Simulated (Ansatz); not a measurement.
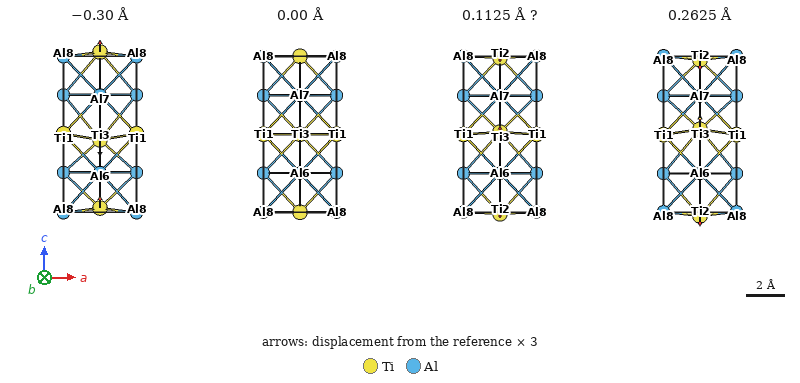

A scan of crystalline Ti₃Al₅ (P4/mmm): a normal mode at the zone centre is frozen in with the cell fixed, the amplitude being the largest displacement of an atom. The picture is a ball-and-stick view of the cell of the calculation, seen along the b axis. Red arrows: displacements from the reference.

Method: DFT r2SCAN, scalar-relativistic, plane waves, PAW in Ansatz. Set-up: plane-wave cutoff 500 eV; k-point mesh 10 × 10 × 6; occupations gaussian; smearing width 0.15 eV; no spin polarisation. Energies (free energies at the smearing named) are counted from the relaxed crystal.

```csv
largest displacement (Å),ΔE (meV/cell)
−0.3000,365
−0.1500,65
0.0000,0
0.0375,3
0.0750,14
0.1125,?
0.1875,111
0.2250,175
0.2625,259
```

Question: Fill in the missing row.

Answer: A straight line between the two neighbours gives 46 meV/cell. A cubic through the four nearest rows (0.0375, 0.0750, 0.1875, 0.2250) gives, with Lagrange weights, (−0.3000)(3) + (1.0000)(14) + (0.5000)(111) + (−0.2000)(175) = 34 meV/cell. The calculation gives 34 meV/cell, so the cubic is right to the digits shown and the straight line 12 meV/cell too high, as the curve bends upwards here.

The whole profile:

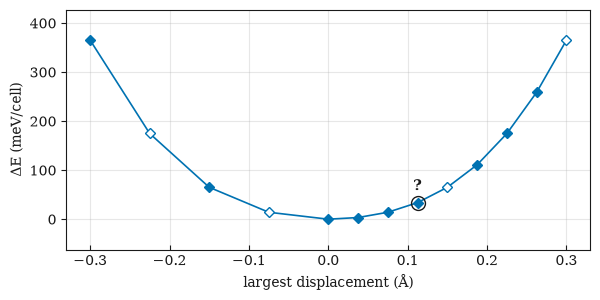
